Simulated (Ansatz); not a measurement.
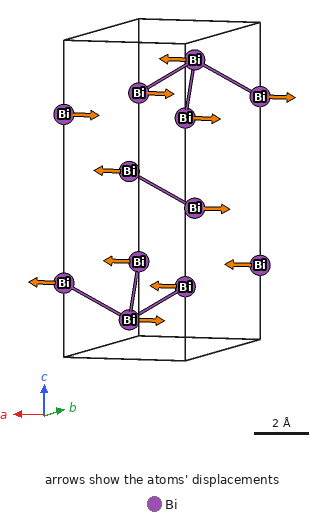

The lowest optical mode of crystalline Bi, space group R-3m (No. 166), at the zone centre. The orange arrows are the displacements of the atoms (eigenvector over the root of the mass), of arbitrary overall length and sign. A ball-and-stick model of the conventional cell (3 times the calculation's cell), seen from a free direction. Lengths and directions refer to the drawn axes.

All numbers below come from DFT PBE, scalar-relativistic, plane waves, PAW in Ansatz 0.2.0. (plane-wave cutoff 420 eV; k-point mesh 12 × 12 × 12; occupations fermi dirac; smearing width 0.15 eV; no spin polarisation)

The frequencies depend somewhat on the k-mesh and the smearing.

### Is this crystal at a minimum with respect to the drawn distortion?

Yes: this softest mode has a real frequency, and so have all others here. That speaks for this wave vector alone: the rest of the zone wasn't checked in this run. This is the E_g mode (doubly degenerate; one member of the set is drawn) at 72 cm⁻¹, the lowest optical level, Raman-active by symmetry. All motion is along a; atoms of one kind move against one another, with no net shift of their sublattice.
